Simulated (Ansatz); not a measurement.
Geometry relaxation of TiO (part 1 of 3)

System: TiO (Pm-3m, 6 atoms in the cell).
Method: DFT r2SCAN, scalar-relativistic, plane waves, PAW, spin-polarised (Ansatz 0.2.0).

The structure derives from a Materials Project entry. Figures and captions count atoms from 1; the log counts them from 0 in places.

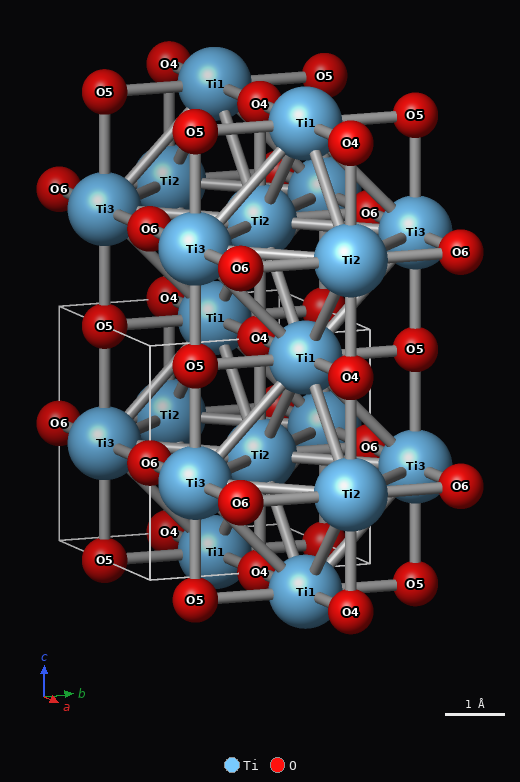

*The starting structure (ball-and-stick view of the cell of the calculation, repeated 2 × 1 × 2, seen slightly off an axis; atoms are numbered from 1 in the order of the input). An atom can appear more than once, as a periodic image.*

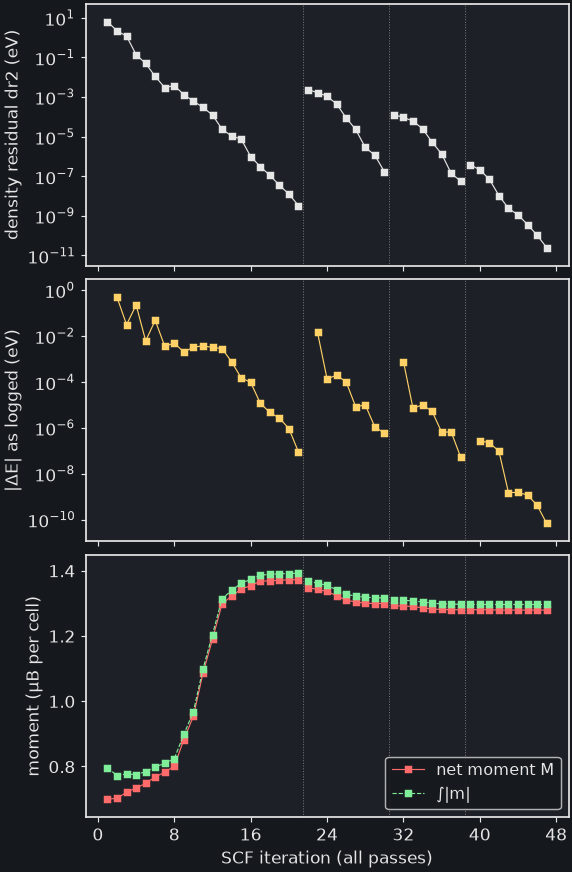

*Convergence of the self-consistent field: density residual dr2, size of the energy change and magnetic moment against the SCF iteration. The dotted lines part the SCF passes of the relaxation: geometry steps, rejected trials and re-solves on a re-selected basis.*

The passes take 21, 9, 8 and 9 iterations. The net moment goes from 0.7 to 1.3 μB per cell.

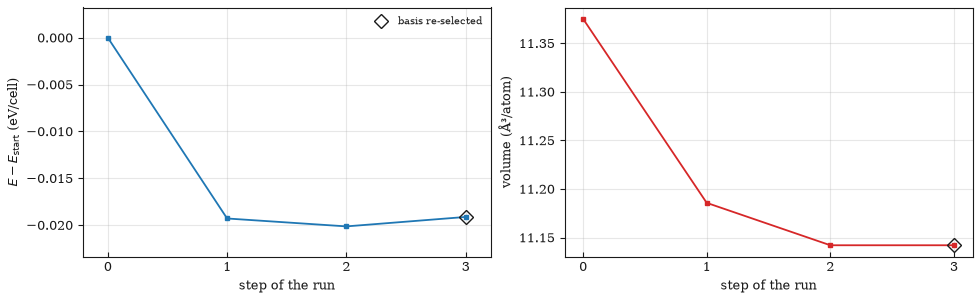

*Progress of the relaxation, step by step (the first geometry is step 0 here and step 1 in the log).*

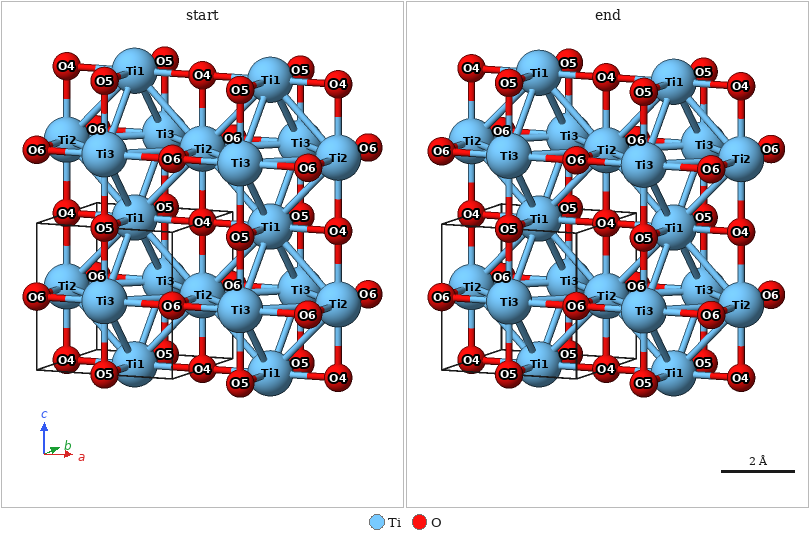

*Before (left) and after (right) the relaxation, at one scale (ball-and-stick view of the cell of the calculation, repeated 2 × 1 × 2, seen slightly off an axis).*

Over 2 geometry steps the energy falls by 20.1 meV per cell of the calculation. All forces vanish by symmetry, so only the cell relaxes. The pressure goes from −4.34 to 0.03 GPa. The atoms keep their places relative to the cell (all moves are under 0.005 Å). Cell: a = b = c 4.087 → 4.059 Å (−0.7 %). Volume −2.0 %. Among the contacts that change: Ti1–Ti2 2.890 → 2.870 Å, Ti1–O4 2.043 → 2.029 Å. The space group stays Pm-3m (No. 221). A last SCF at the same geometry on a re-selected plane-wave basis shifts the energy by +1.0 meV per cell of the calculation. (Atoms are counted from 1 in the order of the input.)

The input and output of the run follow.

The input:
```yaml
crystal:
  lattice:
    - [4.086668, 0.0, 0.0]
    - [0.0, 4.086668, 0.0]
    - [0.0, 0.0, 4.086668]
  atoms:
    - { symbol: Ti, position: [0.5, 0.5, 0.0], spin: 1.0 }
    - { symbol: Ti, position: [0.0, 0.5, 0.5] }
    - { symbol: Ti, position: [0.5, 0.0, 0.5] }
    - { symbol: O, position: [0.0, 0.5, 0.0] }
    - { symbol: O, position: [0.5, 0.0, 0.0] }
    - { symbol: O, position: [0.0, 0.0, 0.5] }
basis:
  ecutwfc: 500
kpoints:
  mp_grid: { grid: [10, 10, 10] }
hamiltonian:
  xc: r2scan
scf:
  occupations: { method: gaussian, width: 0.1 }
  lower_state_search: "off"
output:
  forces: true
  stress: true
  eigenvalues: true
  populations: true
magnetization:
  spin_polarized: true
relax:
  adjacent_minimum: "off"
  f_tol: 0.01
  max_steps: 60
  cell: { stress_tol: 0.05 }
```

Command:
```bash
ansatz run input.yaml --threads 1 --pin off --max-ram 2560MiB --backend cpu --events-out ev --progress --plain --runs-dir out
```

The program's output:
```
Engine: ansatz 0.2.0, x86_64-unknown-linux-gnu
Pseudopotentials: kind: paw
Pseudopotential: Ti, paw, valence charge 12, recommended cutoff 500 eV (meta_gga), Ti.paw.azcp
Pseudopotential: O, paw, valence charge 6, recommended cutoff 500 eV (meta_gga), O.paw.azcp
Functional definition: r2SCAN
  parameter k0 = 0.174
  parameter k1 = 0.065
  parameter a1 = 4.9479
  exchange = r2scan_x(k0 = k0, k1 = k1, a1 = a1)
  correlation = r2scan_c
Crystal: 6 atoms, lattice volume = 68.251 Å³
Basis set: ecut = 500 eV, 1743 PW (Γ), exchange–correlation on 120×120×120 points (64 copies of the dense FFT grid, shifted against one another)
Bands: 34, of which v1, the nominal top of the filled ones, is band 27 counted from 1 (26 counted from 0)
Symmetry: 16 space group operations
Space group: P4/mmm (ITA 123), of the structure as read, at distance tolerance 4.1e-5 Å
Magnetic group: BNS 123.339 (UNI 999), of the structure as read, at distance tolerance 4.1e-5 Å
k-points: 126 of 1000
Non-local potential: Ti, projectors of the file, l = 0: 3, l = 1: 2, l = 2: 3, l = 3: 1
Non-local potential: O, projectors of the file, l = 0: 2, l = 1: 2, l = 2: 1
PAW form: soft (Blöchl's): semilocal exchange-correlation on the pseudo side does not see the compensation charge
PAW frozen core: Ti, regenerated for the run's functional (the file was generated under x = pbe(κ = 0.804, μ = 0.2195149727645171), c = pbe(β = 0.06672455060314922))
PAW frozen core: O, regenerated for the run's functional (the file was generated under x = pbe(κ = 0.804, μ = 0.2195149727645171), c = pbe(β = 0.06672455060314922))
PAW one-centre angular grid: Ti, 590 points (default); XC on 160 Gauss nodes
PAW one-centre angular grid: O, 302 points (default); XC on 160 Gauss nodes
Initial density: superposition of atomic densities (chi_scale 0.1, normalization cell, long waves kept (reshape's long-wave potential 0.03 eV rms))
Starting moments: Σ|m| = 1 μB on 1 of 6 sites
Initial wavefunctions: pseudopotential atomic-orbital guess
Functional: x = r2scan, c = r2scan; τ floored in thin density (d = 2e-4 eV/Å³)
SCF iter   1: F=-9223.221590 eV  HF=-9227.724538 eV  |F-HF|=4.50e0  |Δ(HF+E_count)|=         —  Δρ=4.68e-2 (↑4.37e-2 ↓4.68e-2)  dr2=6.28e0  dr2_τ=3.55e-2  dr2_m=2.06e-1  M=0.700 μB ∫|m|=0.796 μB  β_m=0.30  ethr=3.10e-3  ⟨swp⟩=5.3  Hψ=35309  notcnv=0
preconditioner: auto → Kerker (q_TF=auto, 2.624 Å⁻¹)  [metal: Δε(μ)=0.004 eV  Ē_g=8.512 eV  σ=0.100 eV  W_gap=0.02  n_scr=18 (ndim 8)  ℏωp=24.6 eV  f_vac=0.000  D(μ)=4.44/eV (n_scr^D=32)]
spin=Collinear: Kerker preconditioning applied to the charge; magnetization (m = ρ↑ − ρ↓) channel mixes plain (no charge-response kernel on spin).
SCF iter   2: F=-9226.294047 eV  HF=-9227.238081 eV  |F-HF|=9.44e-1  |Δ(HF+E_count)|=   4.86e-1  Δρ=2.61e-2 (↑2.61e-2 ↓2.53e-2)  dr2=2.16e0  dr2_τ=1.91e-2  dr2_m=1.36e-1  M=0.702 μB ∫|m|=0.772 μB  β_m=0.30  ethr=3.10e-3  ⟨swp⟩=2.0  Hψ=15694  notcnv=0  defer=396  κ⁻¹=1.0e0(r=1)
SCF iter   3: F=-9226.766501 eV  HF=-9227.206423 eV  |F-HF|=4.40e-1  |Δ(HF+E_count)|=   3.17e-2  Δρ=1.88e-2 (↑1.88e-2 ↓1.74e-2)  dr2=1.16e0  dr2_τ=5.09e-3  dr2_m=8.11e-2  M=0.721 μB ∫|m|=0.777 μB  β_m=0.30  ethr=3.10e-3  ⟨swp⟩=2.1  Hψ=12071  notcnv=0  defer=388  κ⁻¹=2.1e-2(r=2)
SCF iter   4: F=-9227.011512 eV  HF=-9226.979375 eV  |F-HF|=3.21e-2  |Δ(HF+E_count)|=   2.27e-1  Δρ=1.21e-2 (↑1.21e-2 ↓1.14e-2)  dr2=1.36e-1  dr2_τ=4.42e-3  dr2_m=4.90e-2  M=0.734 μB ∫|m|=0.775 μB  β_m=0.30  ethr=2.15e-3  ⟨swp⟩=2.8  Hψ=16306  notcnv=0  defer=394  κ⁻¹=3.9e-3(r=3)
SCF iter   5: F=-9227.034873 eV  HF=-9226.985613 eV  |F-HF|=4.93e-2  |Δ(HF+E_count)|=   6.24e-3  Δρ=9.05e-3 (↑8.95e-3 ↓9.05e-3)  dr2=4.88e-2  dr2_τ=1.77e-3  dr2_m=2.97e-2  M=0.748 μB ∫|m|=0.784 μB  β_m=0.30  ethr=2.53e-4  ⟨swp⟩=2.3  Hψ=14965  notcnv=0  defer=372  κ⁻¹=1.4e-3(r=4)
SCF iter   6: F=-9227.038553 eV  HF=-9227.034202 eV  |F-HF|=4.35e-3  |Δ(HF+E_count)|=   4.86e-2  Δρ=6.03e-3 (↑5.21e-3 ↓6.03e-3)  dr2=1.08e-2  dr2_τ=4.89e-4  dr2_m=1.77e-2  M=0.768 μB ∫|m|=0.799 μB  β_m=0.30  ethr=9.05e-5  ⟨swp⟩=2.5  Hψ=16538  notcnv=0  defer=372  κ⁻¹=7.6e-5(r=5)
SCF iter   7: F=-9227.044699 eV  HF=-9227.037806 eV  |F-HF|=6.89e-3  |Δ(HF+E_count)|=   3.60e-3  Δρ=4.81e-3 (↑4.81e-3 ↓4.25e-3)  dr2=2.95e-3  dr2_τ=3.16e-4  dr2_m=1.21e-2  M=0.782 μB ∫|m|=0.809 μB  β_m=0.30  ethr=1.99e-5  ⟨swp⟩=2.1  Hψ=11656  notcnv=0  defer=372  κ⁻¹=6.6e-5(r=6)
SCF iter   8: F=-9227.044485 eV  HF=-9227.042779 eV  |F-HF|=1.71e-3  |Δ(HF+E_count)|=   4.97e-3  Δρ=3.74e-3 (↑3.70e-3 ↓3.74e-3)  dr2=3.73e-3  dr2_τ=2.09e-4  dr2_m=7.77e-3  M=0.801 μB ∫|m|=0.824 μB  β_m=1.20  ethr=5.46e-6  ⟨swp⟩=2.0  Hψ=14340  notcnv=0  defer=372
Mixer restart at iter 8: flushing history
spin-set hold released at iteration 8 (site moments contracting): the magnetisation degrees of freedom join the quasi-Newton model from the next iteration; the mixer history was flushed
SCF iter   9: F=-9227.049320 eV  HF=-9227.044799 eV  |F-HF|=4.52e-3  |Δ(HF+E_count)|=   2.02e-3  Δρ=1.30e-3 (↑1.30e-3 ↓1.28e-3)  dr2=1.30e-3  dr2_τ=8.21e-5  dr2_m=8.14e-4  M=0.882 μB ∫|m|=0.898 μB  β_m=1.20  ethr=5.46e-6  ⟨swp⟩=2.0  Hψ=16085  notcnv=0  defer=371  κ⁻¹=1.0e0(r=1)
SCF iter  10: F=-9227.051786 eV  HF=-9227.048103 eV  |F-HF|=3.68e-3  |Δ(HF+E_count)|=   3.30e-3  Δρ=1.00e-3 (↑1.00e-3 ↓9.64e-4)  dr2=6.15e-4  dr2_τ=4.28e-5  dr2_m=5.16e-4  M=0.954 μB ∫|m|=0.968 μB  β_m=1.20  ethr=2.40e-6  ⟨swp⟩=2.0  Hψ=12844  notcnv=0  defer=370  κ⁻¹=3.5e-2(r=2)
SCF iter  11: F=-9227.055186 eV  HF=-9227.051878 eV  |F-HF|=3.31e-3  |Δ(HF+E_count)|=   3.77e-3  Δρ=6.62e-4 (↑6.62e-4 ↓5.01e-4)  dr2=2.99e-4  dr2_τ=1.35e-5  dr2_m=1.71e-4  M=1.085 μB ∫|m|=1.098 μB  β_m=1.20  ethr=1.14e-6  ⟨swp⟩=2.3  Hψ=16691  notcnv=0  defer=369  κ⁻¹=5.1e-3(r=3)
SCF iter  12: F=-9227.057350 eV  HF=-9227.055081 eV  |F-HF|=2.27e-3  |Δ(HF+E_count)|=   3.20e-3  Δρ=3.90e-4 (↑3.90e-4 ↓2.61e-4)  dr2=1.22e-4  dr2_τ=3.81e-6  dr2_m=4.84e-5  M=1.190 μB ∫|m|=1.204 μB  β_m=1.20  ethr=5.53e-7  ⟨swp⟩=2.4  Hψ=17368  notcnv=0  defer=357  κ⁻¹=3.2e-3(r=4)
SCF iter  13: F=-9227.058709 eV  HF=-9227.057938 eV  |F-HF|=7.71e-4  |Δ(HF+E_count)|=   2.86e-3  Δρ=1.46e-4 (↑1.46e-4 ↓1.18e-4)  dr2=2.38e-5  dr2_τ=4.02e-7  dr2_m=2.39e-6  M=1.298 μB ∫|m|=1.314 μB  β_m=1.20  ethr=2.26e-7  ⟨swp⟩=3.0  Hψ=18385  notcnv=0  defer=350  κ⁻¹=3.5e-4(r=5)
SCF iter  14: F=-9227.058866 eV  HF=-9227.058699 eV  |F-HF|=1.68e-4  |Δ(HF+E_count)|=   7.61e-4  Δρ=1.33e-4 (↑1.33e-4 ↓1.16e-4)  dr2=1.06e-5  dr2_τ=4.43e-7  dr2_m=5.80e-6  M=1.322 μB ∫|m|=1.339 μB  β_m=1.20  ethr=4.41e-8  ⟨swp⟩=2.1  Hψ=15388  notcnv=0  defer=350  κ⁻¹=1.3e-4(r=6)
SCF iter  15: F=-9227.058932 eV  HF=-9227.058851 eV  |F-HF|=8.06e-5  |Δ(HF+E_count)|=   1.52e-4  Δρ=8.74e-5 (↑8.74e-5 ↓7.64e-5)  dr2=7.54e-6  dr2_τ=1.79e-7  dr2_m=1.41e-6  M=1.343 μB ∫|m|=1.361 μB  β_m=1.20  ethr=1.97e-8  ⟨swp⟩=2.4  Hψ=15298  notcnv=0  defer=350  κ⁻¹=9.5e-5(r=7)
SCF iter  16: F=-9227.058955 eV  HF=-9227.058947 eV  |F-HF|=7.96e-6  |Δ(HF+E_count)|=   9.65e-5  Δρ=7.33e-5 (↑7.33e-5 ↓6.41e-5)  dr2=9.79e-7  dr2_τ=1.57e-7  dr2_m=2.71e-6  M=1.354 μB ∫|m|=1.373 μB  β_m=1.20  ethr=1.40e-8  ⟨swp⟩=2.1  Hψ=15173  notcnv=0  defer=350  κ⁻¹=3.0e-5(r=8)
SCF iter  17: F=-9227.058966 eV  HF=-9227.058959 eV  |F-HF|=6.91e-6  |Δ(HF+E_count)|=   1.20e-5  Δρ=1.63e-5 (↑1.57e-5 ↓1.63e-5)  dr2=3.07e-7  dr2_τ=5.82e-9  dr2_m=2.27e-8  M=1.367 μB ∫|m|=1.386 μB  β_m=1.20  ethr=1.81e-9  ⟨swp⟩=3.0  Hψ=17224  notcnv=0  defer=350  κ⁻¹=1.8e-4(r=8)
SCF iter  18: F=-9227.058967 eV  HF=-9227.058964 eV  |F-HF|=3.12e-6  |Δ(HF+E_count)|=   4.70e-6  Δρ=1.02e-5 (↑1.02e-5 ↓9.23e-6)  dr2=1.12e-7  dr2_τ=1.94e-9  dr2_m=5.25e-9  M=1.369 μB ∫|m|=1.388 μB  β_m=1.20  ethr=5.69e-10  ⟨swp⟩=2.0  Hψ=15136  notcnv=0  defer=350  κ⁻¹=7.1e-5(r=8)
SCF iter  19: F=-9227.058968 eV  HF=-9227.058967 eV  |F-HF|=8.82e-7  |Δ(HF+E_count)|=   2.69e-6  Δρ=6.67e-6 (↑6.67e-6 ↓5.07e-6)  dr2=3.55e-8  dr2_τ=9.45e-10  dr2_m=9.67e-9  M=1.370 μB ∫|m|=1.390 μB  β_m=1.20  ethr=1.85e-10  ⟨swp⟩=10.3  Hψ=35559  notcnv=0  κ⁻¹=5.4e-5(r=8)
iter 20 did not close the SCF: its close was put off for a magnetic moment that had not settled (scf_convergence_deferred on its scf_iter line)
SCF iter  20: F=-9227.058968 eV  HF=-9227.058968 eV  |F-HF|=9.34e-8  |Δ(HF+E_count)|=   9.38e-7  Δρ=3.90e-6 (↑3.90e-6 ↓2.92e-6)  dr2=1.26e-8  dr2_τ=3.20e-10  dr2_m=3.73e-9  M=1.372 μB ∫|m|=1.391 μB  β_m=1.20  ethr=6.58e-11  ⟨swp⟩=4.9  Hψ=29335  notcnv=0  κ⁻¹=1.4e-5(r=8)
SCF iter  21: F=-9227.058968 eV  HF=-9227.058968 eV  |F-HF|=3.65e-8  |Δ(HF+E_count)|=   9.05e-8  Δρ=1.65e-6 (↑1.48e-6 ↓1.65e-6)  dr2=3.32e-9  dr2_τ=6.01e-11  dr2_m=4.40e-10  M=1.372 μB ∫|m|=1.392 μB  ethr=2.34e-11  ⟨swp⟩=2.1  Hψ=26623  notcnv=0
SCF 1 converged in 21 iterations: F = -9227.058968 eV  dr2 = 3.32e-9
  greatest PAW one-centre occupation: 1.002 electrons in one spin orbital (limit 2), on the Ti atom at site 1 (counted from 0), in its partial waves of l = 1
relax step   1: F+E_penalty+E_count = -9227.05896786 eV  Δ(F+E_penalty+E_count) = +0.000e0 eV  max|allowed force component| = 2.393e-29 eV/Å  Δτ_max = 0.0000 Å  P = -4.335 GPa  Ω = 68.251 Å³  (21 SCF iters, dr2 threshold 1.00e-7 eV, accepted)
Crystal: 6 atoms, lattice volume = 67.114 Å³
Initial density: handed on by an earlier stage of this run
Starting moments: Σ|m| = 1 μB on 1 of 6 sites; this step starts from the density that it was given
Initial wavefunctions: those handed on with the density
iter 1 solved again at ethr=3.85e-6 eV; its pass at ethr=3.10e-3 eV (dr2=2.08e-3 eV) is discarded
```
